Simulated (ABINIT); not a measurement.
## Run report: NiO, phonon calculation (part 3 of 3)

Continued. System: NiO (Fm-3m, 2 atoms in the cell). Method: Kohn-Sham DFT of a periodic cell, LDA, PseudoDojo NC SR LDA v0.4 stringent, spin-polarised (ABINIT 10.8.3); cutoff 1414.99 eV, 6×6×6 k-mesh, fermi-dirac of 0.05 eV, collinear spins. The structure derives from an entry of the Crystallography Open Database.

Geometry of the input (Å; fractional positions):
```
0.0000  2.0213  2.0213
2.0213  0.0000  2.0213
2.0213  2.0213  0.0000
Ni 0.0000  0.0000  0.0000
O  0.5000  0.5000  0.5000
```

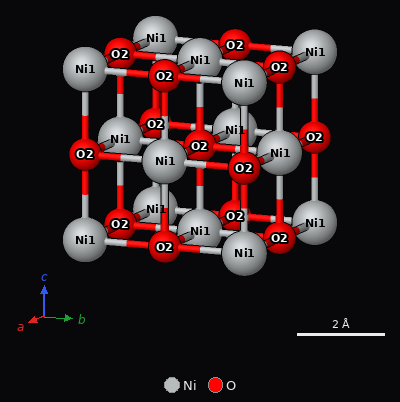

*The structure (ball-and-stick view of the cell 4 times as large as that of the calculation, set on its symmetry axes, seen slightly off an axis; atoms are numbered from 1 in the order of the input).*

## Output, continued
```
 cartesian forces (eV/Angstrom) at end:
    1     -0.00000000000000    -0.00000000000000    -0.00000000000000
    2     -0.00000000000000    -0.00000000000000    -0.00000000000000
 frms,max,avg= 0.0000000E+00 0.0000000E+00   0.000E+00  0.000E+00  0.000E+00 e/A
 length scales=  5.401914457500  5.401914457500  5.401914457500 bohr
              =  2.858570024217  2.858570024217  2.858570024217 angstroms
 Fermi (or HOMO) energy (hartree) =   0.37061   Average Vxc (hartree)=  -0.52472
 Magnetization (Bohr magneton)=  1.92033336E-01
 Total spin up =  1.20960167E+01   Total spin down =  1.19039833E+01
 Eigenvalues (hartree) for nkpt=  28  k points, SPIN UP:
 kpt#   1, nband= 21, wtk=  0.02778, kpt= -0.0833 -0.1667  0.0000 (reduced coord)
  -3.39585   -1.95655   -1.95627   -1.95625   -0.39533    0.16598    0.20637    0.21033
   0.28870    0.30085    0.31148    0.32136    0.34339    0.50823    0.92625    1.03988
   1.04224    1.10803    1.20408    1.29303    1.36055
      occupation numbers for kpt#   1
   1.00000    1.00000    1.00000    1.00000    1.00000    1.00000    1.00000    1.00000
   1.00000    1.00000    1.00000    1.00000    1.00000    0.00000    0.00000    0.00000
   0.00000    0.00000    0.00000    0.00000    0.00000
 prteigrs : prtvol=0 or 1, do not print more k-points.

 Eigenvalues (hartree) for nkpt=  28  k points, SPIN DOWN:
 kpt#   1, nband= 21, wtk=  0.02778, kpt= -0.0833 -0.1667  0.0000 (reduced coord)
  -3.38944   -1.94994   -1.94966   -1.94963   -0.39355    0.16878    0.20906    0.21306
   0.29263    0.30704    0.31540    0.32709    0.35039    0.50995    0.92731    1.04135
   1.04364    1.10968    1.20489    1.29492    1.36204
      occupation numbers for kpt#   1
   1.00000    1.00000    1.00000    1.00000    1.00000    1.00000    1.00000    1.00000
   1.00000    1.00000    1.00000    1.00000    0.99998    0.00000    0.00000    0.00000
   0.00000    0.00000    0.00000    0.00000    0.00000
 prteigrs : prtvol=0 or 1, do not print more k-points.

--- !EnergyTerms
iteration_state     : {dtset: 1, }
comment             : Components of total free energy in Hartree
kinetic             :  9.28397505236640E+01
hartree             :  5.30348610293367E+01
xc                  : -2.57550394222338E+01
Ewald energy        : -1.23433624875666E+02
psp_core            :  5.48421051378043E+00
local_psp           : -1.56606932389771E+02
non_local_psp       : -3.11207145060556E+01
internal            : -1.85557489126946E+02
'-kT*entropy'       : -5.24086167338017E-04
total_energy        : -1.85558013213113E+02
total_energy_eV     : -5.04929076857887E+03
band_energy         : -1.57862574774213E+01
...

 Cartesian components of stress tensor (hartree/bohr^3)
  sigma(1 1)=  6.22032685E-06  sigma(3 2)=  0.00000000E+00
  sigma(2 2)=  6.22032685E-06  sigma(3 1)=  0.00000000E+00
  sigma(3 3)=  6.22032685E-06  sigma(2 1)=  0.00000000E+00

-Cartesian components of stress tensor (GPa)         [Pressure= -1.8301E-01 GPa]
- sigma(1 1)=  1.83008334E-01  sigma(3 2)=  0.00000000E+00
- sigma(2 2)=  1.83008334E-01  sigma(3 1)=  0.00000000E+00
- sigma(3 3)=  1.83008334E-01  sigma(2 1)=  0.00000000E+00

================================================================================
== DATASET  2 ==================================================================

--- !DatasetInfo
iteration_state: {dtset: 2, }
dimensions: {natom: 2, nkpt: 432, mband: 21, nsppol: 2, nspinor: 1, nspden: 2, mpw: 2008, }
cutoff_energies: {ecut:  52.0, pawecutdg:  -1.0, }
electrons: {nelect:   2.40000000E+01, charge:   0.00000000E+00, occopt:   3.00000000E+00, tsmear:   1.83746611E-03, }
meta: {optdriver: 1, rfphon: 1, }
...

 mkfilename : getwfk/=0, take file _WFK from output of DATASET   1.

 Exchange-correlation functional for the present dataset will be:
  LDA: Perdew-Wang 92 LSD fit to Ceperley-Alder data - ixc=7
  J.P.Perdew and Y.Wang, PRB 45, 13244 (1992)

 Real(R)+Recip(G) space primitive vectors, cartesian coordinates (Bohr,Bohr^-1):
 R(1)=  0.0000000  3.8197303  3.8197303  G(1)= -0.1308993  0.1308993  0.1308993
 R(2)=  3.8197303  0.0000000  3.8197303  G(2)=  0.1308993 -0.1308993  0.1308993
 R(3)=  3.8197303  3.8197303  0.0000000  G(3)=  0.1308993  0.1308993 -0.1308993
 Unit cell volume ucvol=  1.1146233E+02 bohr^3
 Angles (23,13,12)=  6.00000000E+01  6.00000000E+01  6.00000000E+01 degrees
 setup1 : take into account q-point for computing boxcut.

 getcut: wavevector=  0.0000  0.0000  0.0000  ngfft=  36  36  36
         ecut(hartree)=     52.000   => boxcut(ratio)=   2.05300
--------------------------------------------------------------------------------

 ==>  initialize data related to q vector <==

 The list of irreducible perturbations for this q vector is:
    1)    idir= 1    ipert=   1
    2)    idir= 1    ipert=   2

================================================================================

 The perturbation idir=   2  ipert=   1 is
 symmetric of a previously calculated perturbation.
 So, its SCF calculation is not needed.

 The perturbation idir=   3  ipert=   1 is
 symmetric of a previously calculated perturbation.
 So, its SCF calculation is not needed.

 The perturbation idir=   2  ipert=   2 is
 symmetric of a previously calculated perturbation.
 So, its SCF calculation is not needed.

 The perturbation idir=   3  ipert=   2 is
 symmetric of a previously calculated perturbation.
 So, its SCF calculation is not needed.

--------------------------------------------------------------------------------
 Perturbation wavevector (in red.coord.)   0.000000  0.000000  0.000000
 Perturbation : displacement of atom   1   along direction   1
 Found     4 symmetries that leave the perturbation invariant.
 symkpt : the number of k-points, thanks to the symmetries,
 is reduced to   126 .

--------------------------------------------------------------------------------

--------------------------------------------------------------------------------

 dfpt_looppert : total number of electrons, from k and k+q
  fully or partially occupied states are    2.400000E+01 and    2.400000E+01.
 Initialisation of the first-order wave-functions :
  ireadwf=   0

--- !BeginCycle
iteration_state: {dtset: 2, }
solver: {iscf: 7, nstep: 80, nline: 4, wfoptalg: 0, }
tolerances: {tolvrs: 1.00E-08, }
...

     iter   2DEtotal(Ha)        deltaE(Ha) residm    vres2    difmagsph maxmagsph
-ETOT  1   33.008551444912     -1.531E+04 8.257E+01 9.902E+04 2.173E-06 2.173E-06
 ETOT  2   3.1652145198339     -2.984E+01 1.346E-01 6.188E+03 8.503E-06 6.331E-06
 ETOT  3   1.9169592198221     -1.248E+00 1.874E-02 2.489E+02 5.251E-05 4.618E-05
 ETOT  4   1.8834524162619     -3.351E-02 1.544E-03 1.278E+01 2.018E-04 1.556E-04
 ETOT  5   1.8813604884879     -2.092E-03 1.885E-04 5.155E-01 5.994E-04 4.438E-04
 ETOT  6   1.8814945934853      1.341E-04 1.500E-05 1.258E+00 1.604E-03 1.160E-03
 ETOT  7   1.8812554663189     -2.391E-04 1.349E-06 1.796E-02 1.295E-03 1.344E-04
 ETOT  8   1.8812519240844     -3.542E-06 1.174E-07 1.602E-04 1.295E-04 4.816E-06
 ETOT  9   1.8812518931689     -3.092E-08 6.210E-09 1.138E-05 1.414E-06 6.230E-06
 ETOT 10   1.8812518902985     -2.870E-09 8.244E-10 6.403E-06 1.321E-06 4.909E-06
 ETOT 11   1.8812518859220     -4.376E-09 4.070E-11 9.802E-09 2.983E-07 4.611E-06

 At SCF step   11       vres2   =  9.80E-09 < tolvrs=  1.00E-08 =>converged.
 Integrated electronic and magnetization densities in atomic spheres:
 ------------------------------------------------------------------------------------------------------------
 Radius=ratsph(iatom), smearing ratsm=  0.0000. Diff(up-dn)=approximate z local magnetic moment.
    Atom    Radius    up_density   dn_density  Total(up+dn)  Diff(up-dn)
    1 Ni   2.00000     0.000002    -0.000002     -0.000000     0.000005
    2  O   2.00000     0.000000    -0.000000     -0.000000     0.000000
 ------------------------------------------------------------------------------------------------------------
  Sum:                 0.000002    -0.000003     -0.000000     0.000005
 Total magnetization (from the atomic spheres):                0.000005
 Total magnetization (exact up - dn):                          0.000005

================================================================================

 ----iterations are completed or convergence reached----

 Mean square residual over all n,k,spin=   25.059E-14; max=  40.696E-12

 2DEtotal=    0.1881251886E+01 Ha. Also 2DEtotal=    0.511914716938E+02 eV
    (2DErelax=   -1.5341343918E+04 Ha. 2DEnonrelax=    1.5343225170E+04 Ha)
    (  non-var. 2DEtotal :    1.8812291219E+00 Ha)

--------------------------------------------------------------------------------
 Perturbation wavevector (in red.coord.)   0.000000  0.000000  0.000000
 Perturbation : displacement of atom   2   along direction   1
 Found     4 symmetries that leave the perturbation invariant.
 symkpt : the number of k-points, thanks to the symmetries,
 is reduced to   126 .

--------------------------------------------------------------------------------

--------------------------------------------------------------------------------

 dfpt_looppert : total number of electrons, from k and k+q
  fully or partially occupied states are    2.400000E+01 and    2.400000E+01.
 Initialisation of the first-order wave-functions :
  ireadwf=   0

--- !BeginCycle
iteration_state: {dtset: 2, }
solver: {iscf: 7, nstep: 80, nline: 4, wfoptalg: 0, }
tolerances: {tolvrs: 1.00E-08, }
...

     iter   2DEtotal(Ha)        deltaE(Ha) residm    vres2    difmagsph maxmagsph
-ETOT  1   6.8120006230413     -1.866E+03 4.530E+00 2.191E+04 5.410E-07 5.410E-07
 ETOT  2   2.3047826809325     -4.507E+00 1.898E-01 1.890E+03 1.507E-06 1.615E-06
 ETOT  3   1.8932844762901     -4.115E-01 1.328E-02 7.356E+01 5.297E-06 3.681E-06
 ETOT  4   1.8804509604375     -1.283E-02 6.282E-04 2.853E+00 1.315E-05 9.466E-06
 ETOT  5   1.8800406909106     -4.103E-04 7.568E-05 7.231E-02 3.636E-05 2.689E-05
 ETOT  6   1.8800284523902     -1.224E-05 6.227E-06 9.437E-03 1.165E-04 8.957E-05
 ETOT  7   1.8800320052706      3.553E-06 5.028E-07 2.847E-02 2.662E-04 1.767E-04
 ETOT  8   1.8800265633777     -5.442E-06 5.944E-08 1.682E-04 1.861E-04 9.418E-06
 ETOT  9   1.8800265295731     -3.380E-08 4.386E-09 4.383E-06 1.016E-05 7.448E-07
 ETOT 10   1.8800265290409     -5.323E-10 3.627E-10 1.074E-06 1.396E-07 8.710E-07
 ETOT 11   1.8800265284358     -6.050E-10 3.164E-11 1.362E-07 2.579E-07 6.131E-07
 ETOT 12   1.8800265283576     -7.822E-11 1.789E-12 2.006E-09 4.433E-09 6.132E-07

 At SCF step   12       vres2   =  2.01E-09 < tolvrs=  1.00E-08 =>converged.
 Integrated electronic and magnetization densities in atomic spheres:
 ------------------------------------------------------------------------------------------------------------
 Radius=ratsph(iatom), smearing ratsm=  0.0000. Diff(up-dn)=approximate z local magnetic moment.
    Atom    Radius    up_density   dn_density  Total(up+dn)  Diff(up-dn)
    1 Ni   2.00000     0.000000    -0.000000     -0.000000     0.000001
    2  O   2.00000    -0.000000    -0.000000     -0.000000     0.000000
 ------------------------------------------------------------------------------------------------------------
  Sum:                 0.000000    -0.000001     -0.000001     0.000001
 Total magnetization (from the atomic spheres):                0.000001
 Total magnetization (exact up - dn):                          0.000000

================================================================================

 ----iterations are completed or convergence reached----

 Mean square residual over all n,k,spin=   67.564E-16; max=  17.893E-13

 2DEtotal=    0.1880026528E+01 Ha. Also 2DEtotal=    0.511581280158E+02 eV
    (2DErelax=   -1.8704683912E+03 Ha. 2DEnonrelax=    1.8723484177E+03 Ha)
    (  non-var. 2DEtotal :    1.8800285456E+00 Ha)

================================================================================

 ---- first-order wavefunction calculations are completed ----

 ==> Compute Derivative Database <==

  Dynamical matrix, in cartesian coordinates,
   if specified in the inputs, asr has been imposed
     j1       j2             matrix element
  dir pert dir pert     real part    imaginary part

   1    1   1    1         0.0644174697         0.0000000000
   1    1   1    2        -0.0644174697         0.0000000000

   2    1   2    1         0.0644174697         0.0000000000
   2    1   2    2        -0.0644174697         0.0000000000

   3    1   3    1         0.0644174697         0.0000000000
   3    1   3    2        -0.0644174697         0.0000000000

   1    2   1    1        -0.0644174911         0.0000000000
   1    2   1    2         0.0644174911         0.0000000000

   2    2   2    1        -0.0644174911         0.0000000000
   2    2   2    2         0.0644174911         0.0000000000

   3    2   3    1        -0.0644174911         0.0000000000
   3    2   3    2         0.0644174911         0.0000000000

  Phonon wavevector (reduced coordinates) :  0.00000  0.00000  0.00000
 Phonon energies in Hartree :
   0.000000E+00  0.000000E+00  0.000000E+00  1.676554E-03  1.676554E-03
   1.676554E-03
 Phonon frequencies in cm-1    :
   0.000000E+00  0.000000E+00  0.000000E+00  3.679610E+02  3.679610E+02
   3.679610E+02

== END DATASET(S) ==============================================================
================================================================================

 -outvars: echo values of variables after computation  --------
            acell      5.4019144575E+00  5.4019144575E+00  5.4019144575E+00 Bohr
           etotal1    -1.8555801321E+02
           etotal2     1.8800265284E+00
            fcart1    -0.0000000000E+00 -0.0000000000E+00 -0.0000000000E+00
                      -0.0000000000E+00 -0.0000000000E+00 -0.0000000000E+00
            fcart2     0.0000000000E+00  0.0000000000E+00  0.0000000000E+00
                       0.0000000000E+00  0.0000000000E+00  0.0000000000E+00
            rprim      0.0000000000E+00  7.0710678120E-01  7.0710678120E-01
                       7.0710678120E-01  0.0000000000E+00  7.0710678120E-01
                       7.0710678120E-01  7.0710678120E-01  0.0000000000E+00
           strten1     6.2203268503E-06  6.2203268503E-06  6.2203268503E-06
                       0.0000000000E+00  0.0000000000E+00  0.0000000000E+00
           strten2     0.0000000000E+00  0.0000000000E+00  0.0000000000E+00
                       0.0000000000E+00  0.0000000000E+00  0.0000000000E+00
           xangst      0.0000000000E+00  0.0000000000E+00  0.0000000000E+00
                       2.0213142487E+00  2.0213142487E+00  2.0213142487E+00
             xred      0.0000000000E+00  0.0000000000E+00  0.0000000000E+00
                       5.0000000000E-01  5.0000000000E-01  5.0000000000E-01
 Calculation completed.
```
